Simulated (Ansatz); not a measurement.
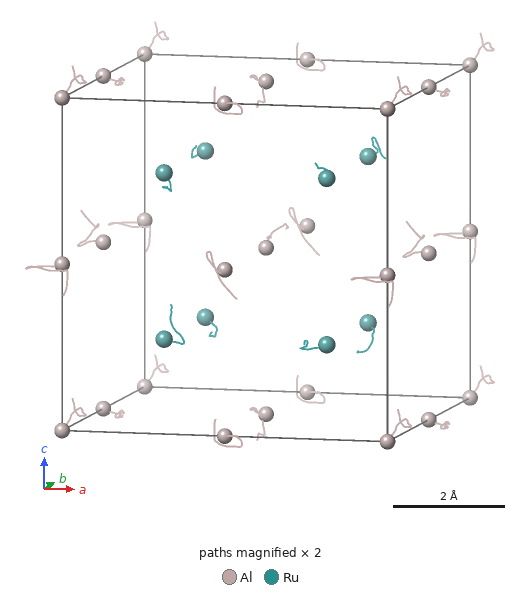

Molecular dynamics of a 16-atom cell of AlRu (set up in Pm-3m), 99 fs long. Lines trace each atom's path, in the colour of its element; spheres stand at the starting positions. The excursions are magnified 2 times. Seen slightly off an axis in the simulation cell.

All numbers below come from DFT PBE, scalar-relativistic, plane waves, PAW in Ansatz 0.2.0. Settings: plane-wave cutoff 420 eV; k-point mesh 2 × 2 × 2; Fermi-Dirac smearing 0.155 eV; volume 1.06 times that of the relaxed crystal; Langevin thermostat (NVT); set temperature 1800 K; time step 1.5 fs; friction 0.02 per fs.

What do the traces tell about the motion?

In the second half of the run the atoms are, in the root-mean-square, this far from where they began (common drift taken out): Ru 0.23 Å, Al 0.22 Å. The run lasts only 99 fs, too short to tell vibration from diffusion.

Limits of the set-up: the k-point mesh is coarse for a cell with partly filled bands.

Cost: 2.1 min on 4 threads of Arm Neoverse V2, on a shared host, peak memory 0.7 GiB.
